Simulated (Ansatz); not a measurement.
**Geometry relaxation of AlCu₃ (part 2 of 2)**

Continued. System: AlCu₃ (Pm-3m, 4 atoms in the cell). Method: DFT LDA, scalar-relativistic, plane waves, PAW, no spin polarisation (Ansatz 0.2.0); cutoff 420 eV, 12×12×12 k-mesh, Fermi–Dirac smearing of 0.15 eV. The structure derives from a Materials Project entry. It belongs to a series of runs on one base structure; here: relaxed under LDA.

Geometry of the input (Å; fractional positions):
```
3.6874  0.0000  0.0000
0.0000  3.6874  0.0000
0.0000  0.0000  3.6874
Al 0.0000  0.0000  0.0000
Cu 0.5000  0.5000  0.0000
Cu 0.5000  0.0000  0.5000
Cu 0.0000  0.5000  0.5000
```

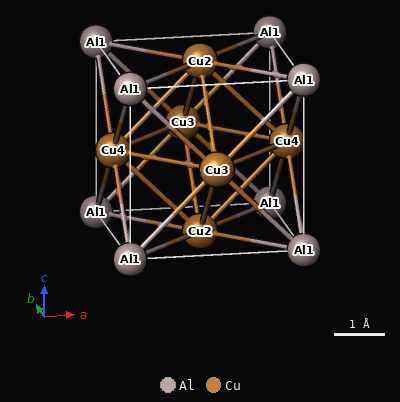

Figure 1. The geometry at step 3 of the log (ball-and-stick view of the cell of the calculation, seen slightly off an axis; atoms are numbered from 1 in the order of the input).

### Log, continued
```
SCF iter   1: F=—  HF=-20180.879426 eV  |F-HF|=—  |Δ(HF+E_count)|=         —  Δρ=1.23e-4  dr2=4.85e-6  ethr=8.62e-9  ⟨swp⟩=1.1  Hψ=10179  notcnv=0
preconditioner: auto → Kerker (q_TF=auto, 2.849 Å⁻¹)  [metal: Δε(μ)=0.051 eV  Ē_g=9.269 eV  σ=0.150 eV  W_gap=0.09  n_scr=18 (ndim 8)  ℏωp=32.8 eV  f_vac=0.001  D(μ)=1.12/eV (n_scr^D=6)]
SCF iter   2: F=—  HF=-20180.879425 eV  |F-HF|=—  |Δ(HF+E_count)|=   8.86e-7  Δρ=2.26e-5  dr2=2.51e-7  ethr=8.08e-9  ⟨swp⟩=2.1  Hψ=3953  notcnv=0
SCF iter   3: F=—  HF=-20180.879425 eV  |F-HF|=—  |Δ(HF+E_count)|=   1.19e-7  Δρ=1.71e-5  dr2=1.42e-7  ethr=4.18e-10  ⟨swp⟩=2.0  Hψ=4223  notcnv=0
SCF iter   4: F=—  HF=-20180.879425 eV  |F-HF|=—  |Δ(HF+E_count)|=   2.14e-8  Δρ=4.83e-6  dr2=5.31e-9  ethr=2.37e-10  ⟨swp⟩=2.0  Hψ=4072  notcnv=0
iter 5 did not close the SCF: its close was put off for the readings that it lacked (scf_convergence_deferred on its scf_iter line)
SCF iter   5: F=-20180.879425 eV  HF=-20180.879425 eV  |F-HF|=2.55e-10  |Δ(HF+E_count)|=   5.62e-9  Δρ=8.70e-7  dr2=4.33e-10  ethr=8.85e-12  ⟨swp⟩=2.0  Hψ=5544  notcnv=0
SCF iter   6: F=-20180.879425 eV  HF=-20180.879425 eV  |F-HF|=2.91e-11  |Δ(HF+E_count)|=  4.00e-11  Δρ=1.73e-7  dr2=2.81e-11  ethr=1.00e-12  ⟨swp⟩=1.3  Hψ=8044  notcnv=0
SCF 5 converged in 6 iterations: F = -20180.879425 eV  dr2 = 2.81e-11
relax step   5: F+E_penalty+E_count = -20180.87942524 eV  Δ(F+E_penalty+E_count) = -8.589e-6 eV  max|allowed force component| = 9.236e-30 eV/Å  Δτ_max = 0.0000 Å  P = -0.001 GPa  Ω = 46.253 Å³  energy of the carried Pulay correction = +2.008e-3 eV  (6 SCF iters, dr2 threshold 5.21e-9 eV, accepted)
Initial wavefunctions: pseudopotential atomic-orbital guess (no wavefunctions were taken with the density)
iter 1 solved again at ethr=8.73e-9 eV; its pass at ethr=3.10e-3 eV (dr2=5.24e-6 eV) is discarded
SCF iter   1: F=—  HF=-20180.877517 eV  |F-HF|=—  |Δ(HF+E_count)|=         —  Δρ=1.75e-4  dr2=1.70e-6  ethr=8.73e-9  ⟨swp⟩=3.2  Hψ=18935  notcnv=0
preconditioner: auto → Kerker (q_TF=auto, 2.849 Å⁻¹)  [metal: Δε(μ)=0.052 eV  Ē_g=9.270 eV  σ=0.150 eV  W_gap=0.09  n_scr=18 (ndim 8)  ℏωp=32.8 eV  f_vac=0.001  D(μ)=1.12/eV (n_scr^D=6)]
SCF iter   2: F=—  HF=-20180.877517 eV  |F-HF|=—  |Δ(HF+E_count)|=   7.81e-9  Δρ=8.37e-5  dr2=6.06e-7  ethr=2.83e-9  ⟨swp⟩=2.3  Hψ=4763  notcnv=0
SCF iter   3: F=—  HF=-20180.877517 eV  |F-HF|=—  |Δ(HF+E_count)|=   2.80e-8  Δρ=3.69e-5  dr2=1.04e-7  ethr=1.01e-9  ⟨swp⟩=1.0  Hψ=3024  notcnv=0
SCF iter   4: F=—  HF=-20180.877517 eV  |F-HF|=—  |Δ(HF+E_count)|=   1.19e-8  Δρ=3.06e-6  dr2=3.33e-9  ethr=1.73e-10  ⟨swp⟩=2.0  Hψ=5296  notcnv=0
SCF iter   5: F=—  HF=-20180.877517 eV  |F-HF|=—  |Δ(HF+E_count)|=   1.07e-9  Δρ=8.20e-7  dr2=1.24e-10  ethr=5.56e-12  ⟨swp⟩=2.0  Hψ=4264  notcnv=0
SCF iter   6: F=—  HF=-20180.877517 eV  |F-HF|=—  |Δ(HF+E_count)|=  1.49e-10  Δρ=1.48e-7  dr2=1.17e-11  ethr=1.00e-12  ⟨swp⟩=1.0  Hψ=3024  notcnv=0
SCF iter   7: F=-20180.877517 eV  HF=-20180.877517 eV  |F-HF|=7.28e-12  |Δ(HF+E_count)|=  3.64e-12  Δρ=3.44e-8  dr2=9.15e-13  ethr=1.00e-12  ⟨swp⟩=4.5  Hψ=11059  notcnv=0
SCF 6 converged in 7 iterations: F = -20180.877517 eV  dr2 = 9.15e-13
relax step   6: F+E_penalty+E_count = -20180.87751724 eV  Δ(F+E_penalty+E_count) = +1.908e-3 eV  max|allowed force component| = 1.558e-29 eV/Å  Δτ_max = 0.0000 Å  P = -0.003 GPa  Ω = 46.253 Å³  stress off target by 2.78e-3 GPa  SCF on the basis re-selected at this cell (its energy is not comparable with the rows above)  (7 SCF iters)
basis re-selected at this cell: Δ(F+E_penalty+E_count) = +1.908e-3 eV, ΔP = -0.002 GPa vs the last step (what re-selecting the basis moved, of the pressure what is left beyond the Pulay correction that the steps carried, after the strain that the cell walked since its last selection, with what the two solves' SCF thresholds leave and, on support functions, any second-order correction that the steps lacked; it is no measure of the basis error at this ecutwfc). The dense FFT grid was sized anew with the basis: this SCF ran on 24×24×24 points, the steps before it on 25×25×25, so part of this shift can come from that change (see relax.cell in the input reference). This SCF's stress stands 2.78e-3 GPa from its target on what of the cell is left free (relax.cell.stress_tol is 1.00e-2 GPa) and its largest allowed force component is 1.56e-29 eV/Å (relax.f_tol is 1.00e-3 eV/Å): within both
SCF converged after 7 iterations
Free energy (F): -20180.877517 eV
Harris-Foulkes:  -20180.877517 eV  (|F-HF|=7.28e-12)
Internal energy: -20180.793611 eV  (E = F + TS)
E sigma→0 (E₀):  -20180.835564 eV
Entropy (-TS):   -0.083907 eV (-20.977 meV/atom)
Fermi energy:    15.900952 eV
--- Per-component energies (eV) ---
  E_band       = -1125.760897
  E_kinetic    = 929.777184
  E_local      = -13740.863561  (includes V_loc(G=0)·N_el)
  E_nonlocal   = 1187.394747
  E_hartree    = 6114.858419
  E_xc         = -310.858402
  E_vxc        = -381.486040  (∫ρ·V_xc dr)
  E_paw        = -5217.725317  (= ΣΔE_a)
  E_vpaw       = -1350.300839  (= ΣTr[D̂ρ^β])
  E_aug_tail   = 0.000676  (compensation charges beyond the density's cutoff)
  E_ewald      = -9144.782052
  E_core_change = 1.404697  (= ΣΔE_core)
  E_smearing   = -0.083907  (= −TS)
  E_closure    = -0.000000  (closes the sum)
  Σ components = -20180.877517   (vs F -20180.877517, Δ=0.00e0)
--- Forces (eV/Å), atoms counted from 1 ---
  atom   1  Al     0.00000000     0.00000000     0.00000000
  atom   2  Cu     0.00000000     0.00000000     0.00000000
  atom   3  Cu     0.00000000     0.00000000     0.00000000
  atom   4  Cu     0.00000000     0.00000000     0.00000000
  max |Σ_I F_I| component: 3.02e-29 eV/Å
--- Stress (GPa, compression-positive) ---
       -0.002783      -0.000000      -0.000000
       -0.000000      -0.002783      -0.000000
       -0.000000      -0.000000      -0.002783
  P = ⅓ Tr σ = -0.0028 GPa (-0.028 kbar)
--- Band table (eV; the first three rows and the last of 84) ---
  k-point 0: bands = ["-96.5753", "-96.5596", "-96.5596", "-54.4345", "-54.4345", "-54.4345", "-54.4117", "-54.4117", "-54.4117", "-54.2836", "-54.2836", "-54.2836", "4.8629", "10.1846", "10.7896", "10.7896", "11.0621", "11.0621", "11.0621", "12.5671", "12.5671", "12.5671", "13.2647", "13.2647", "13.5127", "13.7626", "13.7626", "13.7626", "15.5269", "15.5269", "15.5269", "20.4151", "20.4151", "21.2340", "26.5876", "26.5876"]
  k-point 1: bands = ["-96.5751", "-96.5598", "-96.5596", "-54.4340", "-54.4340", "-54.4339", "-54.4119", "-54.4119", "-54.4117", "-54.2843", "-54.2839", "-54.2839", "4.9461", "10.2088", "10.7548", "10.8353", "11.0751", "11.0751", "11.0790", "12.5411", "12.5411", "12.5496", "13.2309", "13.2656", "13.4879", "13.6391", "13.6391", "13.7627", "15.0702", "15.7420", "15.7420", "20.4295", "20.7392", "21.5734", "26.1228", "26.1228"]
  k-point 2: bands = ["-96.5744", "-96.5605", "-96.5596", "-54.4324", "-54.4324", "-54.4320", "-54.4124", "-54.4124", "-54.4118", "-54.2865", "-54.2849", "-54.2849", "5.1945", "10.2432", "10.6520", "10.9672", "11.1128", "11.1128", "11.1272", "12.4686", "12.4686", "12.4999", "13.1256", "13.2654", "13.3833", "13.3833", "13.4165", "13.7629", "14.1617", "16.2722", "16.2722", "20.4729", "21.0017", "22.8584", "24.8604", "24.8604"]
  k-point 83: bands = ["-96.5648", "-96.5648", "-96.5648", "-54.4519", "-54.4519", "-54.4519", "-54.3837", "-54.3837", "-54.3837", "-54.3634", "-54.2619", "-54.2619", "9.1591", "10.4818", "10.4818", "10.4818", "12.0423", "12.0423", "12.0423", "12.6826", "12.6826", "12.6826", "12.7967", "12.7967", "12.8076", "12.8076", "12.8076", "13.5802", "13.5802", "13.5802", "14.2935", "17.3857", "17.7144", "17.7144", "17.7144", "32.7003"]
--- Relaxed structure (5 steps of the walk, 5 accepted, 1 SCFs on fresh bases) ---
  F+E_penalty+E_count = -20180.87751724 eV   max|allowed force component| = 1.558e-29 eV/Å   (the final SCF, on the basis selected at the relaxed cell)
  cell:  # Å, volume = 46.2528 Å³
    - [3.5895989799438386, 6.409735596163769e-34, -5.466832394224186e-34]
    - [8.335665540551005e-34, 3.5895989799438386, -6.419766481290786e-35]
    - [-4.182879097966028e-34, -6.419766481290786e-35, 3.5895989799438386]
  atoms:
    - { symbol: Al, position: [2.5026810296590483e-35, -1.0609191321402747e-35, 1.22413746017601e-36] }
    - { symbol: Cu, position: [0.5, 0.5, 1.3601527334483343e-37] }
    - { symbol: Cu, position: [0.5, 3.53639710712369e-36, 0.5] }
    - { symbol: Cu, position: [-5.4406109340599295e-36, 0.5, 0.5] }
```

### Trajectory as extended XYZ (Å, eV, eV/Å), 6 frames, from step=1 to step=6
```
4
Lattice="3.6874 0.0000 0.0000 0.0000 3.6874 0.0000 0.0000 0.0000 3.6874" Properties=species:S:1:pos:R:3:forces:R:3 step=1 energy=-20180.73156 pressure_GPa=-11.14
Al    0.0000    0.0000    0.0000    0.0000   0.0000   0.0000
Cu    1.8437    1.8437    0.0000    0.0000   0.0000   0.0000
Cu    1.8437    0.0000    1.8437    0.0000   0.0000   0.0000
Cu    0.0000    1.8437    1.8437    0.0000   0.0000   0.0000
4
Lattice="3.6248 0.0000 0.0000 0.0000 3.6248 0.0000 0.0000 0.0000 3.6248" Properties=species:S:1:pos:R:3:forces:R:3 step=2 energy=-20180.85851 pressure_GPa=-4.57
Al    0.0000    0.0000    0.0000    0.0000   0.0000   0.0000
Cu    1.8124    1.8124    0.0000    0.0000   0.0000   0.0000
Cu    1.8124    0.0000    1.8124    0.0000   0.0000   0.0000
Cu    0.0000    1.8124    1.8124    0.0000   0.0000   0.0000
4
Lattice="3.5837 0.0000 0.0000 0.0000 3.5837 0.0000 0.0000 0.0000 3.5837" Properties=species:S:1:pos:R:3:forces:R:3 step=3 energy=-20180.87896 pressure_GPa=0.83
Al    0.0000    0.0000    0.0000    0.0000   0.0000   0.0000
Cu    1.7919    1.7919    0.0000    0.0000   0.0000   0.0000
Cu    1.7919    0.0000    1.7919    0.0000   0.0000   0.0000
Cu    0.0000    1.7919    1.7919    0.0000   0.0000   0.0000
4
Lattice="3.5899 0.0000 0.0000 0.0000 3.5899 0.0000 0.0000 0.0000 3.5899" Properties=species:S:1:pos:R:3:forces:R:3 step=4 energy=-20180.87942 pressure_GPa=-0.05
Al    0.0000    0.0000    0.0000    0.0000   0.0000   0.0000
Cu    1.7950    1.7950    0.0000    0.0000   0.0000   0.0000
Cu    1.7950    0.0000    1.7950    0.0000   0.0000   0.0000
Cu    0.0000    1.7950    1.7950    0.0000   0.0000   0.0000
4
Lattice="3.5896 0.0000 0.0000 0.0000 3.5896 0.0000 0.0000 0.0000 3.5896" Properties=species:S:1:pos:R:3:forces:R:3 step=5 energy=-20180.87942 pressure_GPa=-0.00
Al    0.0000    0.0000    0.0000    0.0000   0.0000   0.0000
Cu    1.7948    1.7948    0.0000    0.0000   0.0000   0.0000
Cu    1.7948    0.0000    1.7948    0.0000   0.0000   0.0000
Cu    0.0000    1.7948    1.7948    0.0000   0.0000   0.0000
4
Lattice="3.5896 0.0000 0.0000 0.0000 3.5896 0.0000 0.0000 0.0000 3.5896" Properties=species:S:1:pos:R:3:forces:R:3 step=6 energy=-20180.87752 pressure_GPa=-0.00
Al    0.0000    0.0000    0.0000    0.0000   0.0000   0.0000
Cu    1.7948    1.7948    0.0000    0.0000   0.0000   0.0000
Cu    1.7948    0.0000    1.7948    0.0000   0.0000   0.0000
Cu    0.0000    1.7948    1.7948    0.0000   0.0000   0.0000
```

### Results in brief

```json
{"quantity": "outcome", "value": "converged"}
{"quantity": "space group (tolerance 0.01 Å)", "value": "Pm-3m (221)"}
{"quantity": "electrons treated", "value": "60"}
{"quantity": "free energy", "value": "−20180.8775 eV"}
{"quantity": "Fermi energy", "value": "15.901 eV"}
{"quantity": "gap on the k-point mesh", "value": "none (metallic)"}
{"quantity": "pressure", "value": "0.00 GPa"}
{"quantity": "final volume", "value": "46.25 Å³"}
{"quantity": "largest force (length of the vector) at the end", "value": "under 0.001 eV/Å"}
{"quantity": "final cell", "value": "a = 3.590 Å, b = 3.590 Å, c = 3.590 Å, α = 90.00°, β = 90.00°, γ = 90.00°"}
{"quantity": "hardware", "value": "1 thread of Intel Xeon (Sapphire Rapids), 32 GiB of memory available, shared host"}
{"quantity": "wall time", "value": "45 s"}
{"quantity": "peak memory", "value": "0.47 GiB"}
```

Results for this metal are sensitive to the k-point mesh.
